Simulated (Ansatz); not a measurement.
# FeAs2 (Lollingite): the gap up the ladder of methods

Aim: the gap of FeAs2 (Lollingite) at several levels of theory on one structure, with the time that each takes.

Method: density functionals, hybrids and G0W0, plane waves, PAW, in Ansatz 0.2.0.

**Experimental background.**

- Gap 200 meV: transport activation gap from resistivity above 200 K; electrical resistivity, thermal activation fit; bulk crystal (single crystal grown by chemical vapor transport) (“Highly Dispersive Electron Relaxation and Colossal Thermoelectricity in the Correlated Semiconductor FeSb2”, 2013, arxiv:1309.3048).

Most raw output is cut from this account.

In doubt: one-shot GW on d or f shells is unsure (steps 6, 7, 8), so the values of those runs are not to be relied on; masses and optical values from hybrid runs of this build are listed as unsure (steps 7, 8), which bears on the screening that GW takes from such a start.

## 1. Starting point

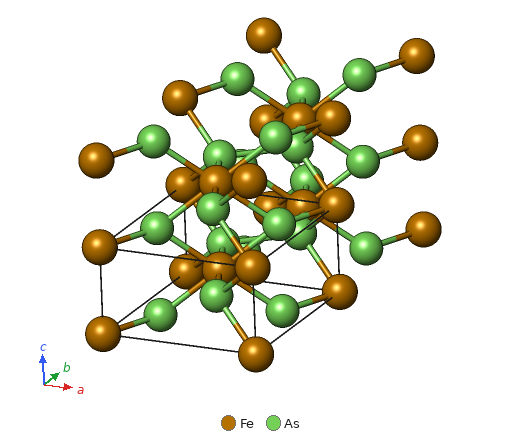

Start, viewed from a free direction; iron orange, arsenic green. 1×2×2 cells are drawn. Some periodic images of atoms are drawn too.

As a file:

```cif
data_structure
_symmetry_space_group_name_H-M 'Pnnm'
_symmetry_Int_Tables_number 58
_cell_length_a 5.3012
_cell_length_b 5.9858
_cell_length_c 2.8822
_cell_angle_alpha 90.000
_cell_angle_beta 90.000
_cell_angle_gamma 90.000
_cell_volume 91.46
loop_
_atom_site_label
_atom_site_type_symbol
_atom_site_symmetry_multiplicity
_atom_site_Wyckoff_symbol
_atom_site_fract_x
_atom_site_fract_y
_atom_site_fract_z
_atom_site_occupancy
Fe1 Fe 2 a 0.00000 0.00000 0.00000 1
As1 As 4 g 0.17630 0.36240 0.00000 1
```

The cell and positions come from the Crystallography Open Database and are kept as given unless a step says otherwise.

The logs state that the PAW files were generated under PBE.

## 2. r2SCAN on the 4×4×8 mesh

Levels along a band path and on the mesh show where this functional puts the band edges.

This step: DFT, r2SCAN, plane waves, PAW; PAW set soft_1.

Input file input.yaml:

```yaml
crystal:
  lattice:
    - [5.3012, 0.0, 0.0]
    - [0.0, 5.9858, 0.0]
    - [0.0, 0.0, 2.8822]
  atoms:
    - { symbol: Fe, position: [0.0, 0.0, 0.0] }
    - { symbol: Fe, position: [0.5, 0.5, 0.5] }
    - { symbol: As, position: [0.1763, 0.3624, 0.0] }
    - { symbol: As, position: [0.8237, 0.6376, 0.0] }
    - { symbol: As, position: [0.6763, 0.1376, 0.5] }
    - { symbol: As, position: [0.3237, 0.8624, 0.5] }
kpoints:
  mp_grid: { grid: [4, 4, 8] }
  band_path:
    path:
      - [[0.0, 0.0, 0.0], [0.5, 0.0, 0.0], [0.5, 0.5, 0.0], [0.0, 0.5, 0.0], [0.0, 0.0, 0.0], [0.0, 0.0, 0.5], [0.5, 0.0, 0.5], [0.5, 0.5, 0.5], [0.0, 0.5, 0.5], [0.0, 0.0, 0.5]]
      - [[0.5, 0.0, 0.0], [0.5, 0.0, 0.5]]
      - [[0.0, 0.5, 0.0], [0.0, 0.5, 0.5]]
      - [[0.5, 0.5, 0.0], [0.5, 0.5, 0.5]]
    npoints: 10
hamiltonian:
  xc: r2scan
  pseudopotentials: { kind: paw, azcp: { folder: soft_1 } }
scf:
  occupations: { method: fermi_dirac, width: 0.02 }
  n_extra_bands: 6
output:
  eigenvalues: true
  write_density: true
  write_potential: true
  elf: true
  volumetric_format: npy
```

Launch:

```
$ ansatz run input.yaml --threads 4 --pin off --max-ram 138240MiB --backend cuda --events-out ev --progress --plain --runs-dir out --devices 1 --max-vram 26GiB
```

The job ended after 26 s (1 × NVIDIA H100 80GB HBM3 (shared by 3 runs) with 4 threads of AMD EPYC 7R13 (Zen 3), shared host; peak memory 1.2 GiB).

This step gave:

| Item | Value |
| --- | --- |
| filled bands | 46 |
| gap | 0.5328 eV |
| valence top at | k = (0.000, 0.500, 0.200) |
| conduction bottom at | k = (0.000, 0.000, 0.250) |
| least direct gap | 0.6931 eV |

Over mesh and path the gap is 0.533 eV, from k = (0.000, 0.500, 0.200) to k = (0.000, 0.000, 0.250). The least direct gap found is 0.693 eV, at k = (0.000, 0.250, 0.250).

## 3. r2SCAN+SOC on the 4×4×8 mesh

This run has two-component orbitals with spin-orbit coupling.

This step: DFT, r2SCAN with spin-orbit coupling, plane waves, PAW; PAW set soft_1.

Input file input.yaml:

```yaml
crystal:
  lattice:
    - [5.3012, 0.0, 0.0]
    - [0.0, 5.9858, 0.0]
    - [0.0, 0.0, 2.8822]
  atoms:
    - { symbol: Fe, position: [0.0, 0.0, 0.0] }
    - { symbol: Fe, position: [0.5, 0.5, 0.5] }
    - { symbol: As, position: [0.1763, 0.3624, 0.0] }
    - { symbol: As, position: [0.8237, 0.6376, 0.0] }
    - { symbol: As, position: [0.6763, 0.1376, 0.5] }
    - { symbol: As, position: [0.3237, 0.8624, 0.5] }
kpoints:
  mp_grid: { grid: [4, 4, 8] }
  band_path:
    path:
      - [0.0, 0.0, 0.0]
      - [0.5, 0.0, 0.0]
      - [0.5, 0.5, 0.0]
      - [0.0, 0.5, 0.0]
      - [0.0, 0.0, 0.5]
      - [0.5, 0.0, 0.5]
      - [0.5, 0.5, 0.5]
      - [0.0, 0.5, 0.5]
      - [0.0, 0.5, 0.2]
      - [0.0, 0.0, 0.25]
      - [0.0, 0.25, 0.25]
    npoints: 1
hamiltonian:
  xc: r2scan
  pseudopotentials: { kind: paw_fr, azcp: { folder: soft_1 } }
scf:
  occupations: { method: fermi_dirac, width: 0.02 }
  n_extra_bands: 12
magnetization:
  noncollinear: true
  spin_orbit: true
output:
  eigenvalues: true
```

The job ended after 11 s (1 × NVIDIA H100 80GB HBM3 (shared by 3 runs) with 4 threads; peak memory 1.2 GiB).

Numbers from this step:

```yaml
gap: 0.5209 eV
valence_top_at: k = (0.000, 0.500, 0.200)
conduction_bottom_at: k = (0.000, 0.000, 0.250)
least_direct_gap: 0.6917 eV
```

Over mesh and listed points the gap is 0.521 eV, from k = (0.000, 0.500, 0.200) to k = (0.000, 0.000, 0.250). The least direct gap found is 0.692 eV, at k = (0.000, 0.250, 0.250). r2SCAN+SOC against r2SCAN: 0.521 − 0.533 = −0.012 eV, with the same mesh, set of files (read in its fully relativistic form for the spin-orbit run) and cutoff, and both edges at the same k points. The spin-orbit run sees mesh and listed points alone, so its gap is an upper bound: the coupling can move an edge off these points, and the change over the zone, its sign included where it is small, is not known.

## 4. HSE06 on the 4×4×6 mesh

HSE06 mixes in a quarter of exact exchange at short range.

This step: DFT, HSE06, plane waves, PAW; PAW set soft_1.

input.yaml, the sections that differ from step 3:

```yaml
kpoints:
  mp_grid: { grid: [4, 4, 6] }
  band_path:
    path:
      - [0.0, 0.0, 0.0]
      - [0.5, 0.0, 0.0]
      - [0.5, 0.5, 0.0]
      - [0.0, 0.5, 0.0]
      - [0.0, 0.0, 0.5]
      - [0.5, 0.0, 0.5]
      - [0.5, 0.5, 0.5]
      - [0.0, 0.5, 0.5]
      - [0.0, 0.5, 0.2]
      - [0.0, 0.0, 0.25]
      - [0.0, 0.25, 0.25]
    npoints: 1
hamiltonian:
  xc: hse06
  pseudopotentials: { kind: paw, azcp: { folder: soft_1 } }
scf:
  occupations: { method: fixed }
  n_extra_bands: 6
# crystal, output: as in step 3
# magnetization: removed
```

It took 39 s on 1 × NVIDIA H100 80GB HBM3 (shared by 3 runs) with 4 threads; peak memory 1.8 GiB; 94 s of CPU time.

This step gave:

```
gap                     : 1.336 eV
valence top at          : R
conduction bottom at    : k = (0.000, 0.000, 0.250)
least direct gap        : 1.707 eV
exact-exchange fraction : 0.25
```

Over mesh and listed points the gap is 1.336 eV, from k = (0.500, 0.500, 0.500) to k = (0.000, 0.000, 0.250). The least direct gap found is 1.707 eV, at k = (0.000, 0.250, 0.250). On the 4×4×6 mesh alone the same run gives 1.514 eV, so that mesh misses an edge of HSE06: 1.514 − 1.336 = +0.178 eV. HSE06 against r2SCAN: 1.336 − 0.533 = +0.803 eV. The runs also differ in mesh (4×4×8 and 4×4×6) and plane-wave cutoff (500 eV and 420 eV), and the valence top lies at another k point, so how much of this comes from the functional alone is not known. The program's warnings for this run: metallic iterate.

## 5. HSE06+SOC on the 4×4×6 mesh

This step: DFT, HSE06 with spin-orbit coupling, plane waves, PAW; PAW set soft_1.

Changes to input.yaml since step 4:

```diff
@@ -30,6 +30,9 @@
   xc: hse06
-  pseudopotentials: { kind: paw, azcp: { folder: soft_1 } }
+  pseudopotentials: { kind: paw_fr, azcp: { folder: soft_1 } }
 scf:
-  occupations: { method: fixed }
-  n_extra_bands: 6
+  occupations: { method: fermi_dirac, width: 0.02 }
+  n_extra_bands: 12
+magnetization:
+  noncollinear: true
+  spin_orbit: true
 output:
```

The job ended after 4.8 min (1 × NVIDIA H100 80GB HBM3 (shared by 3 runs) with 4 threads; peak memory 3.9 GiB).

This step gave:

* gap: 1.344 eV
* valence top at: R
* conduction bottom at: k = (0.000, 0.000, 0.250)
* least direct gap: 1.705 eV
* exact-exchange fraction: 0.25

Over mesh and listed points the gap is 1.344 eV, from k = (0.500, 0.500, 0.500) to k = (0.000, 0.000, 0.250). The least direct gap found is 1.705 eV, at k = (0.000, 0.250, 0.250). On the 4×4×6 mesh alone the same run gives 1.517 eV, so that mesh misses an edge of HSE06+SOC: 1.517 − 1.344 = +0.173 eV. HSE06+SOC against HSE06: 1.344 − 1.336 = +0.008 eV, with the same mesh, set of files (read in its fully relativistic form for the spin-orbit run) and cutoff, and both edges at the same k points. The spin-orbit run sees mesh and listed points alone, so its gap is an upper bound: the coupling can move an edge off these points, and the change over the zone, its sign included where it is small, is not known.

## 6. G0W0@r2SCAN, 4×4×6 mesh, 921 empty bands, screening to 270 eV, hard PAW files

G0W0 replaces the xc potential by a self-energy built once from the orbitals of the start. Levels are corrected in the window of bands that the input names, at points of the mesh.

This step: G0W0 on r2SCAN, plane waves, PAW.

Input file input.yaml:

```yaml
crystal:
  lattice:
    - [5.3012, 0.0, 0.0]
    - [0.0, 5.9858, 0.0]
    - [0.0, 0.0, 2.8822]
  atoms:
    - { symbol: Fe, position: [0.0, 0.0, 0.0] }
    - { symbol: Fe, position: [0.5, 0.5, 0.5] }
    - { symbol: As, position: [0.1763, 0.3624, 0.0] }
    - { symbol: As, position: [0.8237, 0.6376, 0.0] }
    - { symbol: As, position: [0.6763, 0.1376, 0.5] }
    - { symbol: As, position: [0.3237, 0.8624, 0.5] }
kpoints:
  mp_grid: { grid: [4, 4, 6] }
hamiltonian:
  xc: r2scan
  pseudopotentials: { kind: paw, source: ansatz }
scf:
  occupations: { method: fixed }
gw:
  n_empty_bands: 921
  ecut_chi: 270.0
  qp_bands: [v2, c2]
  qp_kpoints: band_edges
  screening: { model: contour_deformation }
```

It took 7.3 min on 1 × NVIDIA H100 80GB HBM3 (shared by 3 runs) with 4 threads; peak memory 11 GiB; 15 min of CPU time.

Numbers from this step:

| Item | Value |
| --- | --- |
| bands summed | 967 |
| RPA ε∞ on this mesh (eigenvalues) | 20.26, 20.90, 24.04 |
| plane waves in the screening matrix | 905 |
| G0W0 gap over the corrected points | 0.5661 eV |
| k of the valence top | 0, 0.25, 0.1667 |
| k of the conduction bottom | 0, 0, 0.1667 |
| starting gap on the mesh | 0.5980 eV |
| Z at the valence top | 0.6511 |
| Z at the conduction bottom | 0.6958 |
| least direct G0W0 gap over the corrected points | 0.7468 eV |

Over all 36 irreducible mesh points the G0W0 gap is 0.566 eV, from k = (0.000, 0.250, 0.167) to k = (0.000, 0.000, 0.167). The r2SCAN gap of this run on the mesh is 0.598 eV. Other states bound it: the two that bound the G0W0 gap lie 0.862 eV apart in r2SCAN, so state for state the correction is 0.566 − 0.862 = −0.296 eV, while gap against gap it is 0.566 − 0.598 = −0.032 eV. The program's warnings for this run: metallic iterate.

## 7. G0W0@HSE06, 4×4×6 mesh, 543 empty bands, screening to 190 eV, hard PAW files

This step: G0W0 on HSE06, plane waves, PAW.

Changes to input.yaml since step 6:

```diff
@@ -15,3 +15,3 @@
 hamiltonian:
-  xc: r2scan
+  xc: hse06
   pseudopotentials: { kind: paw, source: ansatz }
@@ -20,4 +20,4 @@
 gw:
-  n_empty_bands: 921
-  ecut_chi: 270.0
+  n_empty_bands: 543
+  ecut_chi: 190.0
   qp_bands: [v2, c2]
```

Wall time 5.6 min (1 × NVIDIA H100 80GB HBM3 (shared by 3 runs) with 4 threads); peak memory 5.9 GiB.

This step gave:

* bands summed: 589
* RPA ε∞ on this mesh (eigenvalues): 14.17, 14.77, 14.99
* plane waves in the screening matrix: 549
* G0W0 gap over the corrected points: 0.9149 eV
* k of the valence top: 0, 0, 0
* k of the conduction bottom: 0, 0, 0.1667
* starting gap on the mesh: 1.521 eV
* Z at the valence top: 0.6975
* Z at the conduction bottom: 0.7409
* least direct G0W0 gap over the corrected points: 0.9729 eV

Over all 36 irreducible mesh points the G0W0 gap is 0.915 eV, from k = Γ to k = (0.000, 0.000, 0.167). The HSE06 gap of this run on the mesh is 1.521 eV. Other states bound it: the two that bound the G0W0 gap lie 2.017 eV apart in HSE06, so state for state the correction is 0.915 − 2.017 = −1.102 eV, while gap against gap it is 0.915 − 1.521 = −0.606 eV. G0W0@HSE06 against G0W0@r2SCAN with 589 bands (a further run, in the table below): 0.915 − 0.547 = +0.368 eV. The runs also differ in plane-wave cutoff (1060 eV and 844 eV), and the valence top lies at another k point, so how much of this comes from the start alone is not known. The program's warnings for this run: metallic iterate.

## 8. G0W0@PBE0, 4×4×6 mesh, 543 empty bands, screening to 190 eV, hard PAW files

This step: G0W0 on PBE0, plane waves, PAW.

Changes to input.yaml since step 7:

```diff
@@ -15,3 +15,3 @@
 hamiltonian:
-  xc: hse06
+  xc: pbe0
   pseudopotentials: { kind: paw, source: ansatz }
```

Wall time 6.3 min (1 × NVIDIA H100 80GB HBM3 (shared by 3 runs) with 4 threads); peak memory 5.9 GiB.

Numbers from this step:

```yaml
bands_summed: 589
rpa_eps_infinity_on_this_mesh_eigenvalues: 12.04, 12.66, 12.76
plane_waves_in_the_screening_matrix: 549
g0w0_gap_over_the_corrected_points: 1.089 eV
k_of_the_valence_top: 0, 0, 0
k_of_the_conduction_bottom: 0, 0, 0.1667
starting_gap_on_the_mesh: 2.224 eV
z_at_the_valence_top: 0.7170
z_at_the_conduction_bottom: 0.7599
least_direct_g0w0_gap_over_the_corrected_points: 1.145 eV
```

Over all 36 irreducible mesh points the G0W0 gap is 1.089 eV, from k = Γ to k = (0.000, 0.000, 0.167). The PBE0 gap of this run on the mesh is 2.224 eV. Other states bound it: the two that bound the G0W0 gap lie 2.741 eV apart in PBE0, so state for state the correction is 1.089 − 2.741 = −1.652 eV, while gap against gap it is 1.089 − 2.224 = −1.135 eV. G0W0@PBE0 against G0W0@HSE06 with 589 bands: 1.089 − 0.915 = +0.174 eV, with the same mesh, files and cutoffs, and both edges at the same k points. The program's warnings for this run: coarse exchange mesh; metallic iterate.

(Continued in part 2 of 2.)

[Paths, hosts, dates, memory and timing lines, banners, echoed tables and standing remarks are left out of the program output.]

[Logs are printed without paths, hosts, clocks, repeated set-up lines and the standing remarks that a program may print on its own settings, such as how far it seeks lower states.]

[Runs of the session that timed out or met a known fault of the program may be left out.]

[Cells called generated may have been cut or substituted from an entry of the Crystallography Open Database or the Materials Project.]

[Hosts, paths, dates, database ids (printed as entryN), source tags and the programs' standing remarks are cut or masked in the printed files.]

[Where an RPA ε∞ is given, it is that of the G0W0 mesh and is not shown converged in it. Names of k-points follow the symmetry that the program found, which can be lower than the space group named. Band edges on a path are those of the sampled points; other points can move an edge, and change direct to indirect where valleys lie close.]

[Hybrid gaps are those of their k-mesh and are not shown converged in it.]
